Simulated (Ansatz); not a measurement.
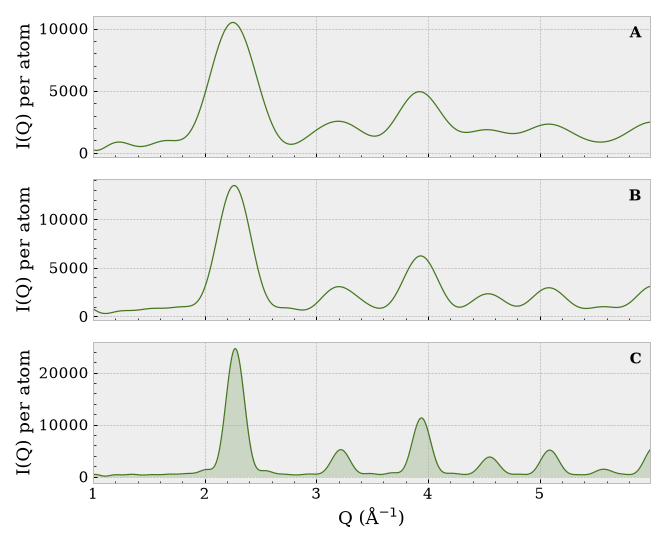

X-ray scattering of spheres cut from the crystal structure of Lu (Im-3m, a = 3.901 Å, b = 3.901 Å, c = 3.901 Å, α = 90.00°, β = 90.00°, γ = 90.00°), calculated atom by atom with the Debye equation (B = 0.5 Å², no relaxation of the surface). It is based on the input geometry of an electronic-structure calculation (not necessarily at equilibrium); the starting structure was generated, so it need not be a known form of this composition.

The spheres are 14, 20 and 36 Å across. Which curve is which?

Answer. curve A: 14 Å (59 atoms); curve B: 20 Å (137 atoms); curve C: 36 Å (869 atoms). Peak widths go roughly as 2π/D, so the largest sphere has the sharpest peaks.

Index the main peaks of the largest sphere.

Answer. Q ≈ 2.27 Å⁻¹: 110; Q ≈ 3.22 Å⁻¹: 200; Q ≈ 3.94 Å⁻¹: 211; Q ≈ 4.55 Å⁻¹: 220; Q ≈ 5.09 Å⁻¹: 310.
